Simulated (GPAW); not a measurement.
System: Si (space group P6/mmm).

How it was computed, with GPAW 26.7.0: PAW DFT in plane waves, on a grid or in atomic orbitals, no spin polarisation; energies at scaled volumes of the given cell, shape and fractions fixed, counted from the fit's minimum, third-order Birch-Murnaghan fit. All runs: no spin polarisation.

k mesh 12×12×11; occupations Fermi–Dirac; smearing width 0.05 eV; potentials GPAW PAW data sets (gpaw data 1.2.1); wave cutoff 600 eV.

Predict the energy against volume, with one curve for each functional. The cases: r2SCAN; PBE.

The fitted equilibrium volumes, smallest first, are r2SCAN 14.974, PBE 15.126 Å³/atom. The fitted bulk moduli, smallest first, are PBE 108.3, r2SCAN 113.4 GPa.

r2SCAN:
| volume (Å³/atom) | energy (meV/atom) |
| --- | --- |
| 13.79 | 38.66 |
| 14.08 | 21.07 |
| 14.37 | 9.15 |
| 14.67 | 2.30 |
| 14.96 | 0.00 |
| 15.25 | 1.80 |
| 15.55 | 7.27 |

PBE:
| volume (Å³/atom) | energy (meV/atom) |
| --- | --- |
| 13.79 | 47.55 |
| 14.08 | 27.88 |
| 14.37 | 13.88 |
| 14.67 | 4.96 |
| 14.96 | 0.62 |
| 15.25 | 0.37 |
| 15.55 | 3.77 |

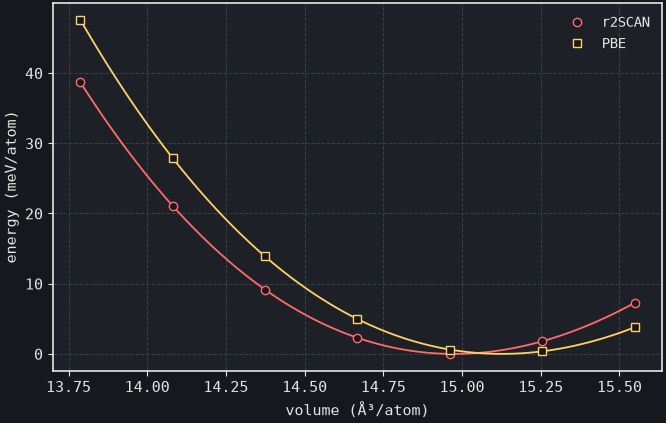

Keep in mind: shape and atomic fractions are frozen while scaling, which makes layered, chain and framework solids too stiff.
